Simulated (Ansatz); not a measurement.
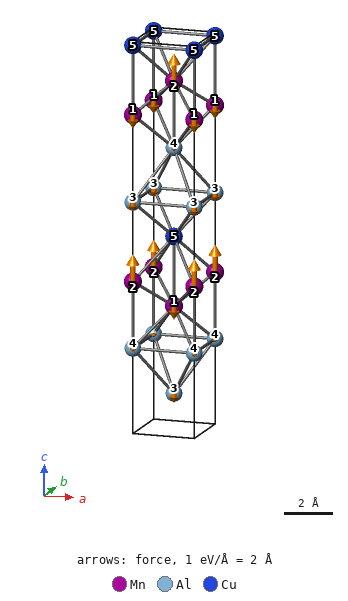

Starting geometry of crystalline Mn₂Al₂Cu (set up in I4mm) (coarse preliminary run) with the computed forces as orange arrows. Style: ball-and-stick. Shown: the conventional cell (2 times the calculation's cell), slightly off an axis. Lengths and directions refer to the drawn axes.

Theory: DFT PBE, scalar-relativistic, plane waves, PAW in Ansatz. (plane-wave cutoff 420 eV; k-point mesh 8 × 8 × 8; occupations gaussian; smearing width 0.1 eV; collinear spin; cell and atoms relaxed; force threshold 0.04 eV/Å; at most 70 steps)

Is this structure relaxed? If not, where do the atoms go?

Answer. It isn't relaxed: the largest force vector, on Mn2, is 0.60 eV/Å. The final displacements follow the starting forces only in part (cosine between the two patterns 0.62). After 14 accepted moves (19 points after the start) the energy has fallen by 0.194 eV per cell of the calculation. Largest force component: 0.6 eV/Å at the start, 0.011 eV/Å at the end. The pressure goes from 3.82 to −0.07 GPa. The line search rejected the trial steps at points 3, 10, 11 of the run. At 2 points the geometry stayed and the basis and grid were re-selected for the new cell (energy shift of 24.2 meV per cell of the calculation at most each time). The largest move relative to the cell is that of Mn1, 0.15 Å along −c. By element the largest moves are Mn 0.15 Å, Cu 0.13 Å, Al 0.11 Å. The drawn cell changes as follows: a = b 2.737 → 3.060 Å (+11.8 %), c 17.038 → 13.962 Å (−18.1 %); the volume changes by +2.4 %. Among the contacts that change: Mn2–Al3 3.450 → 2.735 Å, Al3–Al3 2.737 → 3.060 Å, Cu5–Cu5 2.737 → 3.060 Å, Mn1–Mn1 2.737 → 3.060 Å. The space group stays I4mm (No. 107). The program noted that the starting moments weren't kept. The run may lie on a higher electronic state than the lowest, so the end point isn't shown to be the ground-state structure.
